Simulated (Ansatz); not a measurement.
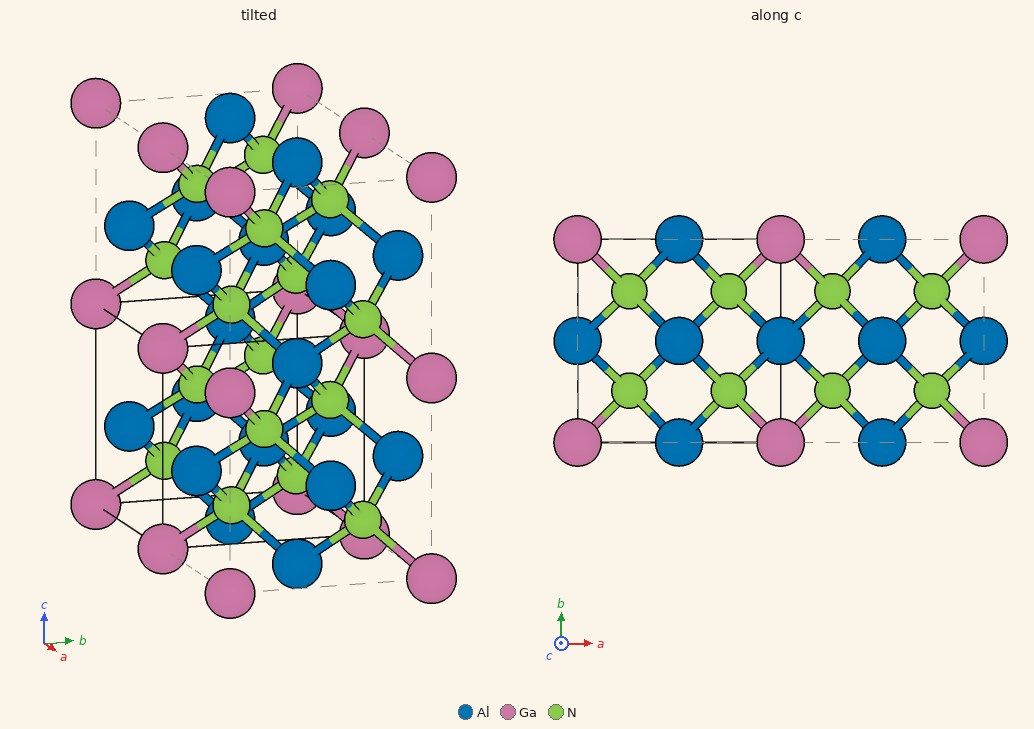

View slightly off an axis and along the c axis, drawn as a ball-and-stick model. The structure is repeated 2×1×2 times; solid lines mark one conventional unit cell.

Al3GaN4, space group P-42m (No. 111), a = 4.47 Å, b = 4.47 Å, c = 4.33 Å, α = 90.00°, β = 90.00°, γ = 90.00°.

All computed values are from DFT PBEsol, scalar-relativistic, plane waves, PAW (Ansatz). Settings: a kinetic-energy cutoff of 420 eV, a 6×6×6 sampling of the Brillouin zone, Gaussian smearing of 0.02 eV, no spin polarisation.

> Classify it as metallic or gapped, with the value.

An insulator at this level, with a gap of 3.14 eV on the k-mesh (the true edges may lie between mesh points, so the gap can be somewhat smaller).

The initial geometry was a structure listed in the Materials Project. It was relaxed with DFT PBEsol, scalar-relativistic, plane waves, PAW in Ansatz 0.2.0 under a constraint or pressure on the cell, so some stress remains.
